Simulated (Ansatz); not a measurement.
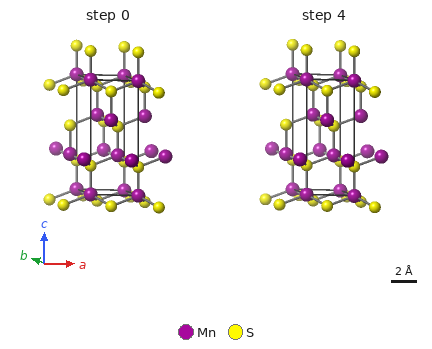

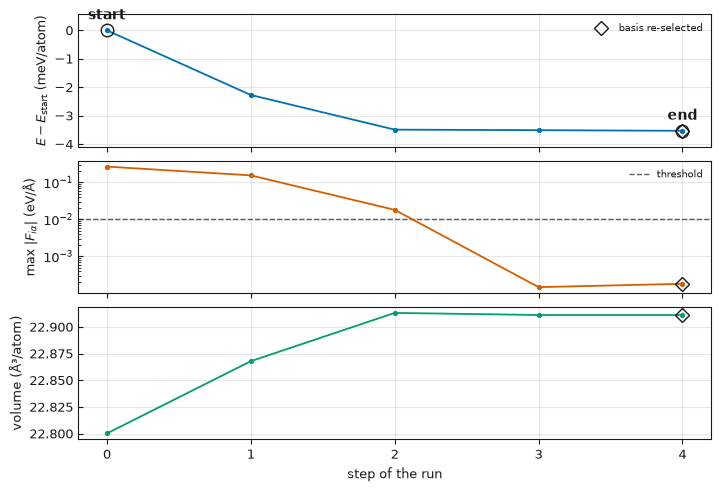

First and last geometry of a relaxation of a crystal of MnS (set up in R3m), with the history of the run. Style: ball-and-stick. Shown: the conventional cell (3 times the calculation's cell), slightly off an axis. Lengths and directions refer to the drawn axes.

Case: film's bulk on the substrate's plane, third vector and atoms relaxed.

Level of theory: Ansatz, DFT PBE, scalar-relativistic, plane waves, PAW. (plane-wave cutoff 420 eV; k-point mesh 9 × 9 × 11; occupations gaussian; smearing width 0.1 eV; collinear spin; cell relaxed at fixed a, b, gamma; force threshold 0.01 eV/Å; at most 50 steps)

Question: Read the history and describe the run.

Answer: It converged. The largest moves relative to the cell, 0.023 Å, are those of Mn and S atoms. By element the largest moves are S 0.023 Å, Mn 0.023 Å. The drawn cell changes as follows: a = b unchanged at 4.063 Å, c 9.571 → 9.617 Å (+0.5 %); the volume changes by +0.5 %. Among the contacts that change: Mn–S 2.393 → 2.450 Å, Mn–S 2.477 → 2.464 Å. The space group stays R3m (No. 160). After 3 accepted moves (4 points after the start) the energy has fallen by 3.5 meV per atom. Largest force component: 0.27 eV/Å at the start, 0.00018 eV/Å at the end. The pressure goes from −0.67 to −1.06 GPa. At 1 point the geometry stayed and the basis and grid were re-selected for the new cell (energy shift of less than 0.05 meV per atom at most each time).
